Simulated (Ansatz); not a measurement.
System: ZrO₂, space group Fm-3m (No. 225) (one of a set of cubic test structures, which need not be the stable phase).

Computed with Ansatz 0.2.0 development build: equation of state of a cubic crystal from periodic Kohn-Sham density functional theory without spin, third-order Birch-Murnaghan fit to the free energies; pressure corrected for the finite basis. Level: PBE.

- structure type: fluorite
- atoms in cell: 3
- space group number: 225
- lattice centring: face-centred primitive
- k mesh: 19×19×19
- occupation method: Fermi–Dirac
- occupation width: 0.06123 eV
- wave cutoff: 700 eV
- datasets: hard PAW
- density tolerance: 1e−09 eV
- bands: 16
- density cutoff ratio: 4
- search for lower states: default

Predict the energy above the lowest point and pressure against volume. The volume takes the values 10.49, 10.71, 10.94, 11.16, 11.38, 11.61, 11.83 Å³/atom.

A third-order Birch–Murnaghan fit gives V0 = 11.16 Å³/atom, B0 = 236 GPa and B′ = 4.2. The energy above the lowest point is 32.8 meV/atom at volume 10.49 Å³/atom and 26.9 meV/atom at 11.83 Å³/atom; the lowest computed point is at volume 11.16 Å³/atom (0.0 meV/atom), in a single well. The pressure falls from 16.6 GPa at volume 10.49 Å³/atom to −12.2 GPa at 11.83 Å³/atom, and changes sign near 11.16 Å³/atom.

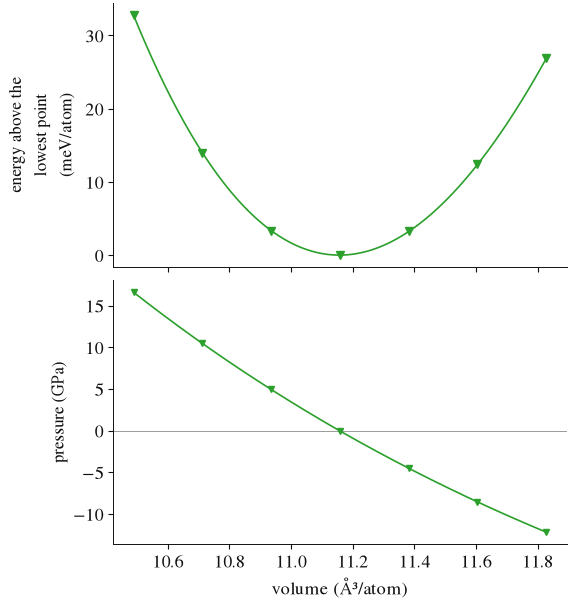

Limits of the calculation: cubic model structure, not the ambient form.
